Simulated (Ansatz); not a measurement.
# SnO (slab): what the fields show

The calculation's input:

```
crystal:
  lattice:
    - [3.8206509083, 5.3645e-06, 0.0]
    - [-5.242e-06, 3.8206509083, 0.0]
    - [0.0, 0.0, 22.2280090034]
  atoms:
    - { symbol: Sn, position: [0.9998502547, 0.9998502547, 0.2024472817] }
    - { symbol: O, position: [0.9998512599, 0.499850803, 0.2556235147] }
    - { symbol: O, position: [0.499850803, 0.9998512599, 0.2556235147] }
    - { symbol: Sn, position: [0.4998491569, 0.4998491569, 0.3087997895] }
    - { symbol: Sn, position: [0.6248491569, 0.9998491569, 0.4932517573] }
    - { symbol: O, position: [0.6248501621, 0.4998497052, 0.5464279903] }
    - { symbol: O, position: [0.1248497052, 0.9998501621, 0.5464279903] }
    - { symbol: Sn, position: [0.1248480591, 0.4998480591, 0.5996042651] }
basis:
  ecutwfc: 420
kpoints:
  mp_grid: { grid: [7, 7, 1] }
hamiltonian:
  xc: pbe
  dispersion: d3bj
scf:
  occupations: { method: gaussian, width: 0.05 }
output:
  forces: true
  eigenvalues: true
  write_density: true
  write_potential: true
  elf: true
  volumetric_format: npy
efield:
  axis: 3
  dipole_correction: true
  ramp_width: 0.04
```

Command:

```sh
ansatz run input.yaml --threads 1 --pin off --max-ram 3072MiB --backend cpu --events-out ev --progress --plain --runs-dir out
```

Level of theory: DFT PBE+D3(BJ), scalar-relativistic, plane waves, PAW (Ansatz 0.2.0).

Core electrons are frozen (PAW), and the valence fields are smoothed inside the atomic spheres.

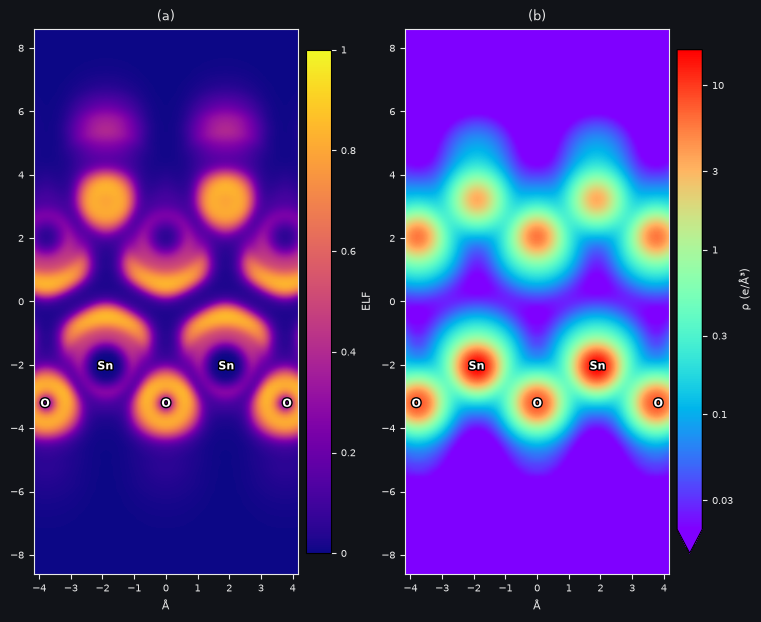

Figure 1. (a) electron localisation function; (b) valence electron density on the (100) plane of the calculation cell, a cut from vacuum to vacuum.

Q: Read the bonding off the picture.

A:
- The plane passes through O and Sn nuclei.
- Atoms just off the plane (Sn, 0.5 Å away and O, 0.5 Å away) can leave unmarked features too.
- Sn–O (2.25 Å): the density is about 0.45 e/Å³ at the midpoint; the ELF peaks at about 0.85 in the valence shell of O, 0.6 Å from its nucleus, and is about 0.20 at the midpoint: no localised pair shows between them.
- The density dies away to nearly zero in the vacuum.

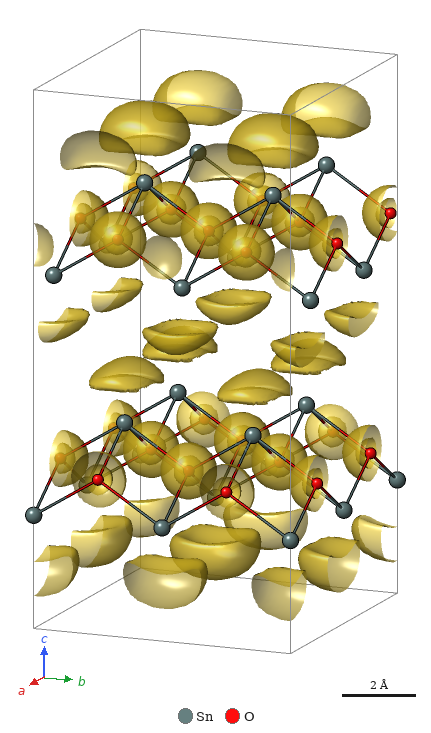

Figure 2. Isosurface of the ELF at 0.75 (yellow), seen slightly off an axis. Only the valence region is drawn (cores and ρ < 0.01 e/Å³ removed). Sticks mark near contacts.

Q: Describe the localisation domains.

A: At this value the surface marks out four lobes on Sn, pointing away from the bonds (lone pairs) and four regions wrapped around O (the valence shell of each), counted in one cell of 8 atoms. Counts are for one cell; the picture repeats the cell along the surface.

Q: Does the calculation give a band gap?

A: It is gapped, with a Kohn–Sham gap of 2.5 eV on the k-point mesh (the band edges may lie off the mesh, which would make the gap smaller).
